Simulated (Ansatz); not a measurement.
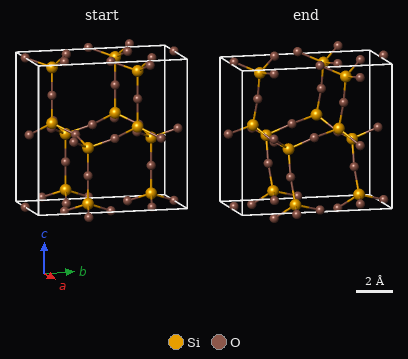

The structure of solid SiO₂ (set up in C222_1) before (left) and after (right) a relaxation, at one scale.

A ball-and-stick model of the conventional cell (2 times the calculation's cell), seen slightly off an axis. Lengths and directions refer to the drawn axes.

Case: uniaxial strain along a of -3.0 %; b, c and atoms relaxed.

These are results of DFT LDA, scalar-relativistic, plane waves, PAW in Ansatz 0.2.0, not measurements. Settings: plane-wave cutoff 420 eV; k-point mesh 6 × 6 × 4; occupations gaussian; smearing width 0.02 eV; no spin polarisation; cell relaxed at fixed a, angles; force threshold 0.008 eV/Å; at most 40 steps.

Summarise the run.

Answer. The run was cut off at its time limit before the relaxation converged, so the last structure is only a point on the way. The largest moves relative to the cell, 0.61 Å, are those of O atoms. By element the largest moves are O 0.61 Å, Si 0.36 Å. The drawn cell changes as follows: a unchanged at 4.865 Å, b 8.751 → 8.808 Å (+0.6 %), c 8.603 → 8.318 Å (−3.3 %), γ 90.0° → 90.2°; the volume changes by −2.7 %. Near-neighbour distances that change, for instance: O–Si 1.567 → 1.607 Å, O–Si 1.593 → 1.610 Å, O–Si 1.614 → 1.602 Å. Bond angles that change, for instance: Si–O–Si 149.3° → 157.7°, Si–O–Si 147.7° → 139.3°, Si–O–Si 180.0° → 173.7°. The space group (tolerance 0.01 Å) goes from C222_1 (No. 20) to P2_1 (No. 4). Over 16 accepted moves (18 points after the start) the energy falls by 0.181 eV per cell of the calculation. The largest force component goes from 0.93 to 0.016 eV/Å. The pressure goes from 2.67 to 0.19 GPa. The line search rejected the trial step at point 7 of the run. At 1 point the geometry stayed and the basis and grid were re-selected for the new cell (energy shift of 13.6 meV per cell of the calculation at most each time).
